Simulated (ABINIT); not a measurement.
**Cl: phonon calculation (part 1 of 3)**

System: Cl (4 atoms in the cell).
Method: Kohn-Sham DFT of a periodic cell, PBE, PseudoDojo NC SR PBE v0.4.1 standard, no spin polarisation (ABINIT 10.8.3).

The structure derives from an entry of the Crystallography Open Database.

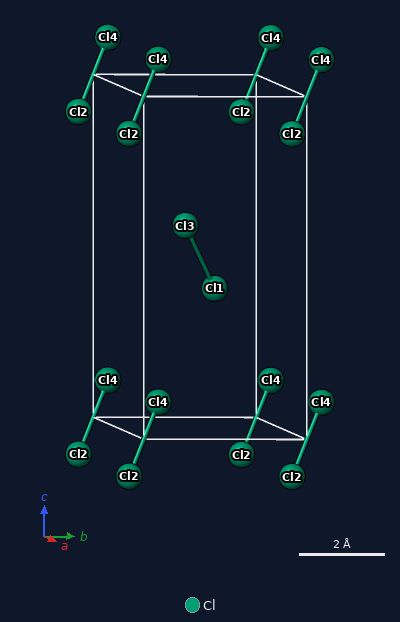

*The input geometry (ball-and-stick view of the cell of the calculation, seen slightly off an axis; atoms are numbered from 1 in the order of the input). An atom can appear more than once, as a periodic image.*

## Input file
```
ndtset 3

pp_dirpath "./"
pseudos "Cl.upf"

acell 3*1.0
rprim
     5.9431886619    -4.2518837804     0.0000000000
     5.9431886619     4.2518837804     0.0000000000
     0.0000000000     0.0000000000    15.5146514832
ntypat 1
znucl 17
natom 4
typat 1 1 1 1
chkprim 0
chksymtnons 0
tolsym 1.0e-6
xred
   0.3700000000   0.6300000000   0.4000000000
   0.1300000000   0.8700000000   0.9000000000
   0.6300000000   0.3700000000   0.6000000000
   0.8700000000   0.1300000000   0.1000000000

ecut 29.0

ngkpt 6 6 4
nshiftk 1
shiftk 0.0 0.0 0.0

ixc 11

nband 14
occopt 1

nstep 80
diemac 6.0

prteig 0
prtebands 0
prtwf 0
prtden 0
prtpot 0

kptopt1 1
tolvrs1 1.0e-15
prtwf1 1

iscf2 -3
rfelfd2 2
rfdir2 1 1 1
getwfk2 1
kptopt2 2
nqpt2 1
qpt2 0.0 0.0 0.0
tolwfr2 1.0e-18
prtwf2 1

rfelfd3 3
rfphon3 1
rfatpol3 1 4
rfdir3 1 1 1
getwfk3 1
getddk3 2
kptopt3 2
nqpt3 1
qpt3 0.0 0.0 0.0
tolvrs3 1.0e-8
```

## File mrgddb.in
```
merged_DDB
Cl
2
runo_DS1_DDB
runo_DS3_DDB
```

## File anaddb.abi
```
ddb_filepath "merged_DDB"
output_file "anaddb.abo"
outdata_prefix "ana"
asr 1
chneut 1
dipdip 1
dieflag 1
enunit 0
nfreq 1
frmin 0.0
frmax 0.0
eivec 0
nph1l 1
qph1l 0.0 0.0 0.0 1.0
nph2l 3
qph2l
  1.0 0.0 0.0 0.0
  0.0 1.0 0.0 0.0
  0.0 0.0 1.0 0.0
```

Launched with:
```bash
mpirun --bind-to none -np 4 abinit run.abi > log 2>&1
mrgddb < mrgddb.in > mrgddb.log 2>&1
anaddb anaddb.abi > anaddb.log 2>&1
```

## Output
```
.Version 10.8.3 of ABINIT
 DATASET    1 : space group Cm c a (# 64); Bravais oC (1-face-center ortho.)
================================================================================
 Values of the parameters that define the memory need for DATASET  1.
     intxc =       0    ionmov =       0      iscf =       7    lmnmax =       6
     lnmax =       6     mgfft =      80  mpssoang =       3    mqgrid =    3762
     natom =       4  nloc_mem =       1    nspden =       1   nspinor =       1
    nsppol =       1      nsym =       8    n1xccc =    2501    ntypat =       1
    occopt =       1   xclevel =       2
       mpw =        5880          nfft =      103680          nkpt =          39
================================================================================
================================================================================

 DATASET    2 : space group Cm c a (# 64); Bravais oC (1-face-center ortho.)
================================================================================
 Values of the parameters that define the memory need for DATASET  2 (RF).
     intxc =       0      iscf =      -3    lmnmax =       6     lnmax =       6
     mgfft =      80  mpssoang =       3    mqgrid =    3762     natom =       4
  nloc_mem =       1    nspden =       1   nspinor =       1    nsppol =       1
      nsym =       8    n1xccc =    2501    ntypat =       1    occopt =       1
   xclevel =       2
      nfft =      103680          nkpt =          76
================================================================================
================================================================================

 DATASET    3 : space group Cm c a (# 64); Bravais oC (1-face-center ortho.)
================================================================================
 Values of the parameters that define the memory need for DATASET  3 (RF).
     intxc =       0      iscf =       7    lmnmax =       6     lnmax =       6
     mgfft =      80  mpssoang =       3    mqgrid =    3762     natom =       4
  nloc_mem =       1    nspden =       1   nspinor =       1    nsppol =       1
      nsym =       8    n1xccc =    2501    ntypat =       1    occopt =       1
   xclevel =       2
      nfft =      103680          nkpt =          76
================================================================================
================================================================================

--------------------------------------------------------------------------------
------------- Echo of variables that govern the present computation ------------
--------------------------------------------------------------------------------
 -outvars: echo values of preprocessed input variables --------
            acell      1.0000000000E+00  1.0000000000E+00  1.0000000000E+00 Bohr
              amu      3.54527000E+01
          chkprim           0
      chksymtnons           0
           diemac      6.00000000E+00
             ecut      2.90000000E+01 Hartree
           getddk1          0
           getddk2          0
           getddk3          2
           getwfk1          0
           getwfk2          1
           getwfk3          1
             iscf1          7
             iscf2         -3
             iscf3          7
                       outvar_i_n : Printing only first  50 k-points.
              ixc          11
           jdtset        1    2    3
                       outvar_i_n : Printing only first  50 k-points.
           kptopt1          1
           kptopt2          2
           kptopt3          2
         kptrlatt        6    0    0      0    6    0      0    0    4
          kptrlen      4.38451851E+01
            natom           4
            nband1         14
            nband2         14
            nband3         14
           ndtset           3
            ngfft          36      36      80
             nkpt1         39
             nkpt2         76
             nkpt3         76
             nqpt1          0
             nqpt2          1
             nqpt3          1
            nstep          80
             nsym           8
           ntypat           1
        optdriver1          0
        optdriver2          1
        optdriver3          1
           prtden           0
        prtebands           0
           prteig           0
            prtwf1          1
            prtwf2          1
            prtwf3          0
           rfelfd1          0
           rfelfd2          2
           rfelfd3          3
           rfphon1          0
           rfphon2          0
           rfphon3          1
            rprim      5.9431886619E+00 -4.2518837804E+00  0.0000000000E+00
                       5.9431886619E+00  4.2518837804E+00  0.0000000000E+00
                       0.0000000000E+00  0.0000000000E+00  1.5514651483E+01
          spgroup          64
           tolsym      1.00000000E-06
           tolvrs1     1.00000000E-15
           tolvrs2     0.00000000E+00
           tolvrs3     1.00000000E-08
           tolwfr1     0.00000000E+00
           tolwfr2     1.00000000E-18
           tolwfr3     0.00000000E+00
            typat      1  1  1  1
                       outvars : Printing only first  50 k-points.
           xangst      3.1449999978E+00  5.8499999960E-01  3.2839999978E+00
                       3.1449999978E+00  1.6649999989E+00  7.3889999950E+00
                       3.1449999978E+00 -5.8499999960E-01  4.9259999967E+00
                       3.1449999978E+00 -1.6649999989E+00  8.2099999944E-01
            xcart      5.9431886619E+00  1.1054897829E+00  6.2058605933E+00
                       5.9431886619E+00  3.1463939975E+00  1.3963186335E+01
                       5.9431886619E+00 -1.1054897829E+00  9.3087908899E+00
                       5.9431886619E+00 -3.1463939975E+00  1.5514651483E+00
             xred      3.7000000000E-01  6.3000000000E-01  4.0000000000E-01
                       1.3000000000E-01  8.7000000000E-01  9.0000000000E-01
                       6.3000000000E-01  3.7000000000E-01  6.0000000000E-01
                       8.7000000000E-01  1.3000000000E-01  1.0000000000E-01
            znucl       17.00000

================================================================================

 chkinp: Checking input parameters for consistency, jdtset=   1.

 chkinp: Checking input parameters for consistency, jdtset=   2.

 chkinp: Checking input parameters for consistency, jdtset=   3.

================================================================================
== DATASET  1 ==================================================================

--- !DatasetInfo
iteration_state: {dtset: 1, }
dimensions: {natom: 4, nkpt: 39, mband: 14, nsppol: 1, nspinor: 1, nspden: 1, mpw: 5880, }
cutoff_energies: {ecut:  29.0, pawecutdg:  -1.0, }
electrons: {nelect:   2.80000000E+01, charge:   0.00000000E+00, occopt:   1.00000000E+00, tsmear:   1.00000000E-02, }
meta: {optdriver: 0, ionmov: 0, optcell: 0, iscf: 7, paral_kgb: 0, }
...

 Exchange-correlation functional for the present dataset will be:
  GGA: Perdew-Burke-Ernzerhof functional - ixc=11
  J.P.Perdew, K.Burke, M.Ernzerhof, PRL 77, 3865 (1996)

 Real(R)+Recip(G) space primitive vectors, cartesian coordinates (Bohr,Bohr^-1):
 R(1)=  5.9431887 -4.2518838  0.0000000  G(1)=  0.0841299 -0.1175949  0.0000000
 R(2)=  5.9431887  4.2518838  0.0000000  G(2)=  0.0841299  0.1175949  0.0000000
 R(3)=  0.0000000  0.0000000 15.5146515  G(3)=  0.0000000  0.0000000  0.0644552
 Unit cell volume ucvol=  7.8410265E+02 bohr^3
 Angles (23,13,12)=  9.00000000E+01  9.00000000E+01  7.11614758E+01 degrees

 getcut: wavevector=  0.0000  0.0000  0.0000  ngfft=  36  36  80
         ecut(hartree)=     29.000   => boxcut(ratio)=   2.03233

--- Pseudopotential description ------------------------------------------------
- pspini: atom type   1  psp file is ./Cl.upf
  17.00000   7.00000  171031                  znucl, zion, pspdat
12 -101130 2 -1 1028                          pspcod,pspxc,lmax,lloc,mmax
     nproj     2     2     2

   1.02230970E+03                                ecore*ucvol(ha*bohr**3)
--------------------------------------------------------------------------------

================================================================================

--- !BeginCycle
iteration_state: {dtset: 1, }
solver: {iscf: 7, nstep: 80, nline: 4, wfoptalg: 0, }
tolerances: {tolvrs: 1.00E-15, }
...

     iter   Etot(hartree)      deltaE(h)  residm     vres2
 ETOT  1  -65.506741283507    -6.551E+01 3.582E-02 1.817E+01
 ETOT  2  -65.589253144399    -8.251E-02 3.073E-04 3.667E+00
 ETOT  3  -65.589934850579    -6.817E-04 3.729E-05 2.498E-01
 ETOT  4  -65.590003151289    -6.830E-05 2.790E-06 6.643E-02
 ETOT  5  -65.590016195295    -1.304E-05 1.929E-07 2.294E-03
 ETOT  6  -65.590016420355    -2.251E-07 1.321E-08 6.533E-05
 ETOT  7  -65.590016433159    -1.280E-08 5.734E-10 2.223E-06
 ETOT  8  -65.590016434050    -8.917E-10 7.605E-11 7.489E-08
 ETOT  9  -65.590016434096    -4.559E-11 4.166E-12 1.540E-08
 ETOT 10  -65.590016434101    -4.945E-12 5.260E-13 3.204E-10
 ETOT 11  -65.590016434101    -5.258E-13 2.732E-14 1.574E-11
 ETOT 12  -65.590016434101     7.105E-14 3.564E-15 2.264E-12
 ETOT 13  -65.590016434100     9.948E-13 1.911E-16 1.208E-14
 ETOT 14  -65.590016434102    -2.132E-12 2.530E-17 1.985E-14
 ETOT 15  -65.590016434101     9.948E-13 1.178E-18 3.855E-17

 At SCF step   15       vres2   =  3.85E-17 < tolvrs=  1.00E-15 =>converged.

 Cartesian components of stress tensor (hartree/bohr^3)
  sigma(1 1)= -4.17257033E-05  sigma(3 2)=  0.00000000E+00
  sigma(2 2)= -1.27189306E-05  sigma(3 1)=  0.00000000E+00
  sigma(3 3)= -5.86841442E-06  sigma(2 1)=  0.00000000E+00

--- !ResultsGS
iteration_state: {dtset: 1, }
comment   : Summary of ground state results
lattice_vectors:
- [  5.9431887,  -4.2518838,   0.0000000, ]
- [  5.9431887,   4.2518838,   0.0000000, ]
- [  0.0000000,   0.0000000,  15.5146515, ]
lattice_lengths: [   7.30753,    7.30753,   15.51465, ]
lattice_angles: [ 90.000,  90.000,  71.161, ] # degrees, (23, 13, 12)
lattice_volume:   7.8410265E+02
convergence: {deltae:  9.948E-13, res2:  3.855E-17, residm:  1.178E-18, diffor: null, }
etotal    :  -6.55900164E+01
entropy   :   0.00000000E+00
fermie    :  -3.02891671E-02
cartesian_stress_tensor: # hartree/bohr^3
- [ -4.17257033E-05,   0.00000000E+00,   0.00000000E+00, ]
- [  0.00000000E+00,  -1.27189306E-05,   0.00000000E+00, ]
- [  0.00000000E+00,   0.00000000E+00,  -5.86841442E-06, ]
pressure_GPa:   5.9149E-01
xred      :
- [  3.7000E-01,   6.3000E-01,   4.0000E-01, Cl]
- [  1.3000E-01,   8.7000E-01,   9.0000E-01, Cl]
- [  6.3000E-01,   3.7000E-01,   6.0000E-01, Cl]
- [  8.7000E-01,   1.3000E-01,   1.0000E-01, Cl]
cartesian_forces: # hartree/bohr
- [ -9.32965741E-21,  -1.24061189E-03,  -1.35361432E-03, ]
- [  5.41592826E-20,   1.24061189E-03,  -1.35361432E-03, ]
- [ -1.08471043E-19,   1.24061189E-03,   1.35361432E-03, ]
- [  6.36414182E-20,  -1.24061189E-03,   1.35361432E-03, ]
force_length_stats: {min:   1.83613442E-03, max:   1.83613442E-03, mean:   1.83613442E-03, }
...

 Integrated electronic density in atomic spheres:
 ------------------------------------------------
 Atom  Sphere_radius  Integrated_density
    1        2.00000          4.98281908
    2        2.00000          4.98281908
    3        2.00000          4.98281908
    4        2.00000          4.98281908
================================================================================

 ----iterations are completed or convergence reached----

 Mean square residual over all n,k,spin=   60.875E-21; max=  11.776E-19
 reduced coordinates (array xred) for    4 atoms
       0.370000000000      0.630000000000      0.400000000000
       0.130000000000      0.870000000000      0.900000000000
       0.630000000000      0.370000000000      0.600000000000
       0.870000000000      0.130000000000      0.100000000000
 rms dE/dt=  1.2867E-02; max dE/dt=  2.1001E-02; dE/dt below (all hartree)
    1      -0.005274937583      0.005274937583      0.021000854416
    2       0.005274937583     -0.005274937583      0.021000854416
    3       0.005274937583     -0.005274937583     -0.021000854416
    4      -0.005274937583      0.005274937583     -0.021000854416

 cartesian coordinates (angstrom) at end:
    1      3.14499999784097     0.58499999960203     3.28399999777684
    2      3.14499999784097     1.66499999886732     7.38899999499790
    3      3.14499999784097    -0.58499999960203     4.92599999666526
    4      3.14499999784097    -1.66499999886732     0.82099999944421

 cartesian forces (hartree/bohr) at end:
    1     -0.00000000000000    -0.00124061189242    -0.00135361431993
    2      0.00000000000000     0.00124061189242    -0.00135361431993
    3     -0.00000000000000     0.00124061189242     0.00135361431993
    4      0.00000000000000    -0.00124061189242     0.00135361431993
 frms,max,avg= 1.0600927E-03 1.3536143E-03   0.000E+00  0.000E+00  0.000E+00 h/b

 cartesian forces (eV/Angstrom) at end:
    1     -0.00000000000000    -0.06379482848733    -0.06960564694343
    2      0.00000000000000     0.06379482848733    -0.06960564694343
    3     -0.00000000000000     0.06379482848733     0.06960564694343
    4      0.00000000000000    -0.06379482848733     0.06960564694343
 frms,max,avg= 5.4512158E-02 6.9605647E-02   0.000E+00  0.000E+00  0.000E+00 e/A
 length scales=  1.000000000000  1.000000000000  1.000000000000 bohr
              =  0.529177210544  0.529177210544  0.529177210544 angstroms
 Fermi (or HOMO) energy (hartree) =  -0.03029   Average Vxc (hartree)=  -0.28842
 Eigenvalues (hartree) for nkpt=  39  k points:
 kpt#   1, nband= 14, wtk=  0.00694, kpt=  0.0000  0.0000  0.0000 (reduced coord)
  -0.64091   -0.63353   -0.49406   -0.47435   -0.22602   -0.19659   -0.12662   -0.12205
  -0.10943   -0.10911   -0.05602   -0.04509   -0.03567   -0.03236
 prteigrs : prtvol=0 or 1, do not print more k-points.

--- !EnergyTerms
iteration_state     : {dtset: 1, }
comment             : Components of total free energy in Hartree
kinetic             :  2.21317839300301E+01
hartree             :  1.26115031793935E+01
xc                  : -1.77895041834872E+01
Ewald energy        : -4.52935173535304E+01
psp_core            :  1.30379574421321E+00
local_psp           : -4.74105476461852E+01
non_local_psp       :  8.85646989546466E+00
total_energy        : -6.55900164341014E+01
total_energy_eV     : -1.78479527106857E+03
band_energy         : -6.75550619205223E+00
...
```
